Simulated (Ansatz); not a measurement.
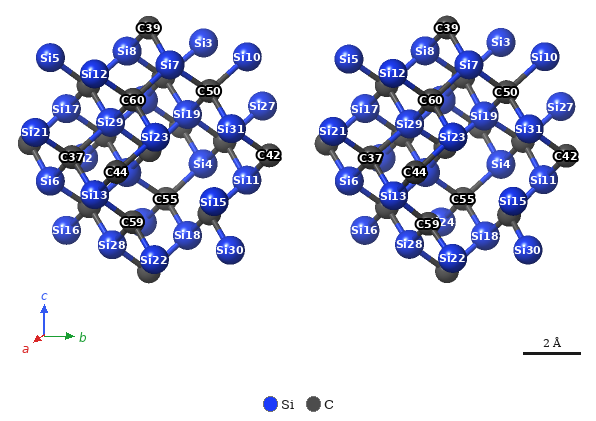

Two geometries of a defect cell of composition Si31C31 (cell charge −1), drawn at one scale. One is the start of a relaxation, the other its converged end. Style: ball-and-stick. Shown: the atoms within 5.0 Å of the atom that moves most (axes of the cell of the calculation (origin shifted)), slightly off an axis.

All numbers below come from Ansatz, DFT, PBEsol, PAW, plane waves. Set-up: plane-wave cutoff 420 eV; k-point mesh 1 × 1 × 1; mesh shifted by (0.25, 0.25, 0.25); collinear spin; atoms relaxed in a fixed cell; force threshold 0.03 eV/Å; at most 80 steps.

Which of the two is the end point?

Answer. The right one is the relaxed one. The largest move is that of a C atom, 0.16 Å along [−2 −3 3]. Largest moves by element: C 0.16 Å, Si 0.07 Å. The lattice vectors keep their values. Among the contacts that change: C–Si 1.923 → 1.802 Å, C–Si 1.908 → 1.817 Å, C–Si 1.874 → 1.796 Å, C–Si 1.847 → 1.909 Å. Bond angles that change, for instance: Si–C–Si 107.2° → 113.6°, Si–C–Si 105.4° → 111.4°, C–Si–C 107.7° → 113.5°. Over 6 geometry steps the energy falls by 1.447 eV per cell of the calculation. Largest force component: 1.9 eV/Å at the start, 0.017 eV/Å at the end.

Limits of the set-up: the cell is charged, on a uniform background, and energies carry no finite-size correction.
